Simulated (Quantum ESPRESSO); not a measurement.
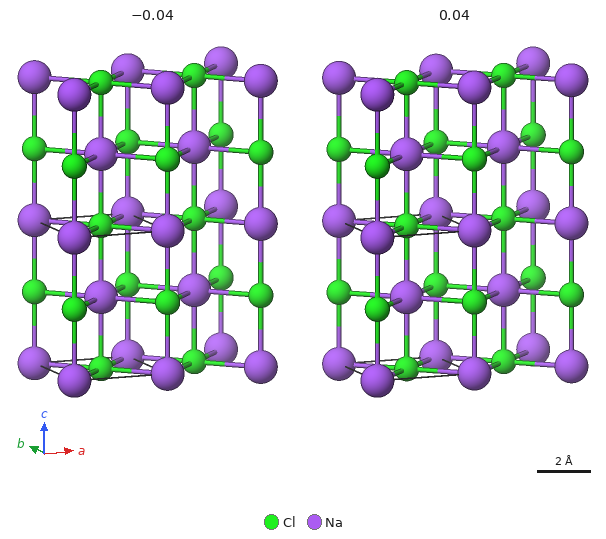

Crystalline NaCl (set up in Immm), held at several strains, with the atoms relaxed (per unit of the tabulated number the cell is strained by 0.5 along a, −0.5 along b). The picture shows the first and the last member. A ball-and-stick model of the conventional cell (2 times the calculation's cell), repeated 2 × 1 × 2 with one cell outlined, seen slightly off an axis. Lengths and directions refer to the drawn axes.

Computed with Quantum ESPRESSO 7.5: PBE, SSSP 1.3 efficiency PBE. Set-up: plane-wave cutoff 748.3 eV; k-point mesh 8 × 8 × 8; occupations fermi-dirac; smearing width 0.05 eV; no spin polarisation.

```
strain  energy (meV/atom)
 −0.04               1.46
 −0.02               0.36
 −0.01               0.09
     0               0.00
  0.01               0.09
  0.02                  ?
  0.04               1.46
```

Question: One row is withheld. What does the calculation give there?

Answer: A parabola through three neighbouring rows (0, 0.01, 0.04) gives, with Lagrange weights, (−0.5000)(0.00) + (1.3333)(0.09) + (0.1667)(1.46) = 0.36 meV/atom. The calculation gives 0.36 meV/atom. The estimate is right to the digits shown.

The whole series:

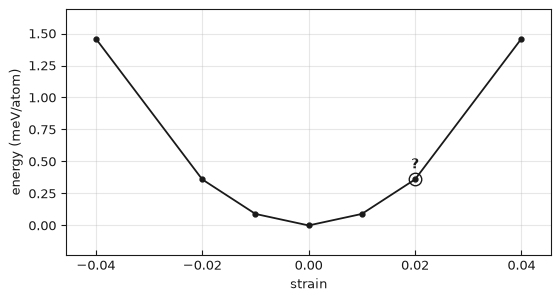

Each member starts from this one structure; whether another phase lies lower wasn't checked.
